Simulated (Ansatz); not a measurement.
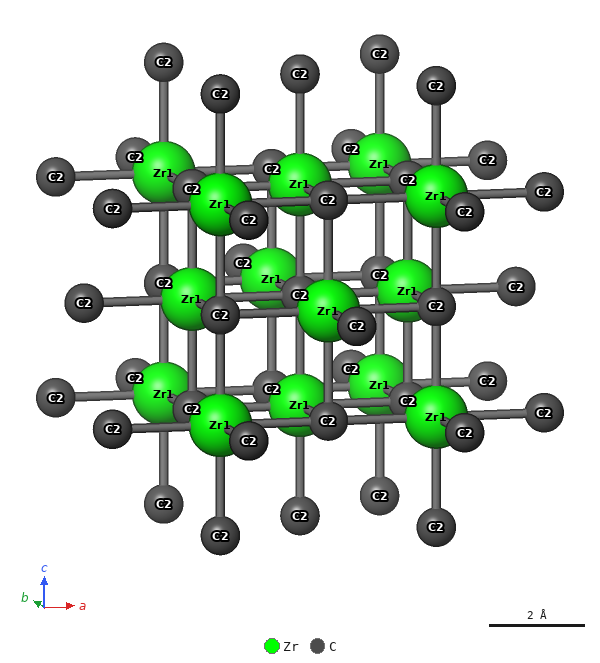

This is a crystal of ZrC (a generated structure, set up in Fm-3m). A ball-and-stick model of the conventional cell (4 times the calculation's cell), seen slightly off an axis. Lengths and directions refer to the drawn axes.

The calculation used DFT, r2SCAN, PAW with Ansatz's default frozen-core files, scalar-relativistic in Ansatz. (plane-wave cutoff 500 eV; k-point mesh 14 × 14 × 14; occupations fermi dirac; smearing width 0.05 eV; no spin polarisation)

The variant: All lengths are scaled by −1.4 % (volume −4.0 %), the atoms keeping their fractional coordinates. No relaxation follows.

Q: Predict the response.

A: It costs 17.5 meV per atom. The pressure goes from 0.4 to 10.7 GPa. All forces vanish by symmetry. Some distances before and after: C–Zr 2.354 → 2.322 Å. The space group stays Fm-3m (No. 225).

The changed structure in the same view:

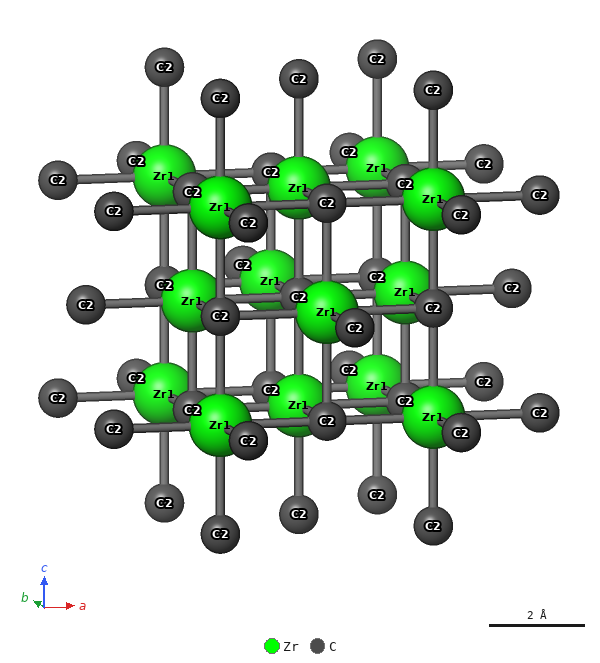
